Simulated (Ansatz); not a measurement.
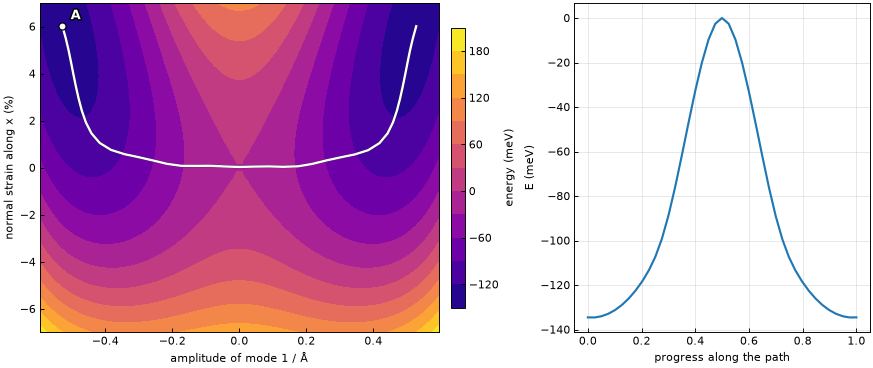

AgCl (Pm-3m, No. 221; 4 atoms in the cell). The energy is mapped over a normal mode and a strain (zone-centre modes of the 4-atom cell of this scan, which folds in the wave vector (0, 0, 1/2) of the primitive cell) (x, y and z along the cube axes). The first coordinate is: amplitude of mode 1 (97i cm⁻¹), largest displacement in the unstrained cell; the second: normal strain along x. Nothing is relaxed (the pattern is fixed in fractional coordinates). The grid has 7 × 7 points; 28 points were computed and 21 follow by symmetry. Points are written as (first, second). All energies are given in meV per cell relative to the relaxed high-symmetry cell. Computed with DFT PBEsol, scalar-relativistic, plane waves, PAW (Ansatz 0.2.0). Settings: cutoff 420 eV, k-mesh 10×10×6 in the order of the run's cell vectors, gaussian smearing 0.05 eV, no spin polarisation.

The picture shows filled contours, a line along the lowest path, the energy along the path at the right, the start A. Between grid points the surface is interpolated.

Describe the path and its barrier.

Answer. The easiest path leads from the well at about (−0.53 Å, 6.01 %) to a well of about the same depth at about (0.53 Å, 6.01 %). Its highest point lies about 135 meV above the bottom of the first well on the interpolated surface, at (0.000 Å, 0.00 %). This is the barrier on the constrained surface; relaxing the other coordinates would change it.
